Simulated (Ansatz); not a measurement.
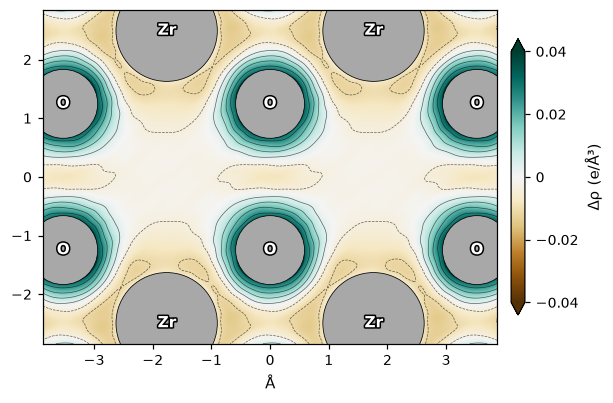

ZrO$_{2}$. Difference of the valence pseudo-densities of two functionals at the same geometry, on the (11̄0) plane of the calculation cell: one of PBEsol and r2SCAN less the other.

Space group Fm-3m; a structure from a database of computed crystals, not necessarily the ambient phase.

Both computed with Ansatz (plane waves, PAW), on the same k-point mesh. Grey discs cover the atomic cores.

Question: Which was subtracted from which, and what does the map show?

Answer: It is r2SCAN less PBEsol. Against PBEsol, r2SCAN gives less density around Zr (−0.010 e/Å³ on average at 1.2 Å from the nucleus), more density around O (+0.019 e/Å³ on average at 0.7 Å from the nucleus) and a change of −0.009 e/Å³ at the midpoint of Zr–O.
